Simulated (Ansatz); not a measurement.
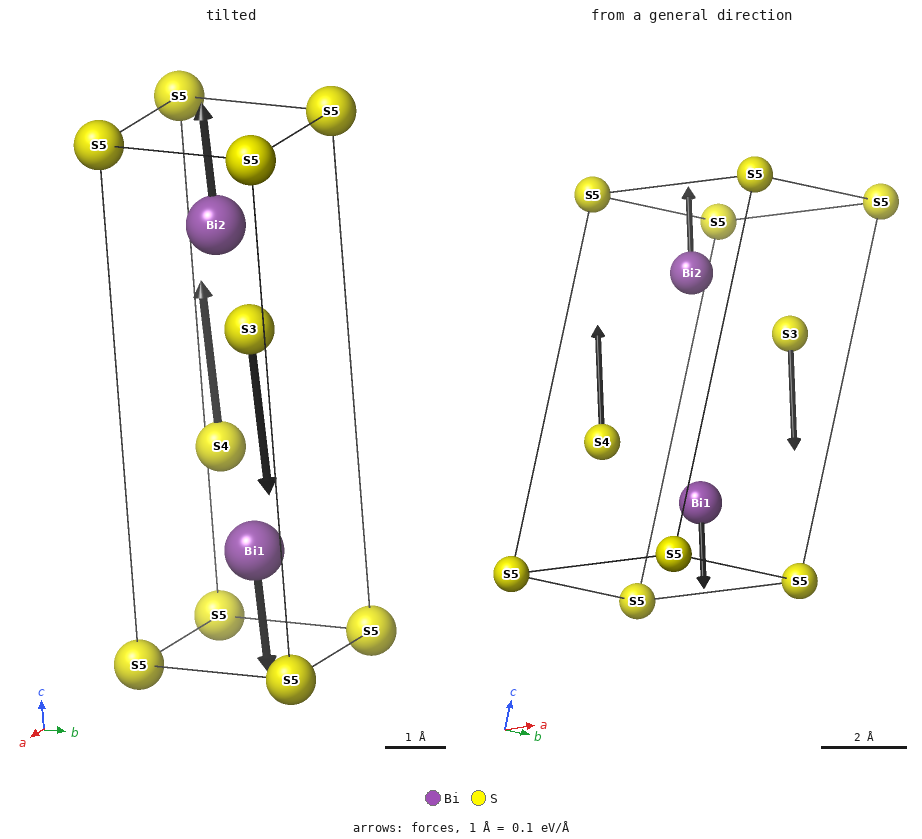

The crystal in a spheres-only representation, seen slightly off an axis and from a general direction. The lines enclose the cell (the run's own, in a reduced setting); boundary atoms appear with their images. The arrows are the computed forces on the atoms.

System: Bi2S3. The calculation used DFT, PBE with spin-orbit coupling, plane waves, PAW in Ansatz, with a kinetic-energy cutoff of 420 eV, k-points about 0.23 Å⁻¹ apart, Fermi-Dirac smearing of 0.02 eV, no moments seeded, so the run stays non-magnetic, spinor wavefunctions.

Has this structure been optimised to equilibrium?

Answer. No. The atoms still feel forces of up to about 0.25 eV/Å, far above a usual threshold of 0.01 to 0.03 eV/Å.

Which atom feels the largest force?

Answer. S3 and S4, about 0.25 eV/Å.

Starting structure: a structure type filled with these elements by a generator (whether the compound takes this form wasn't checked). Earlier steps of the study may have refined or changed the cell and positions. Ansatz was used for an electronic-structure calculation on it.
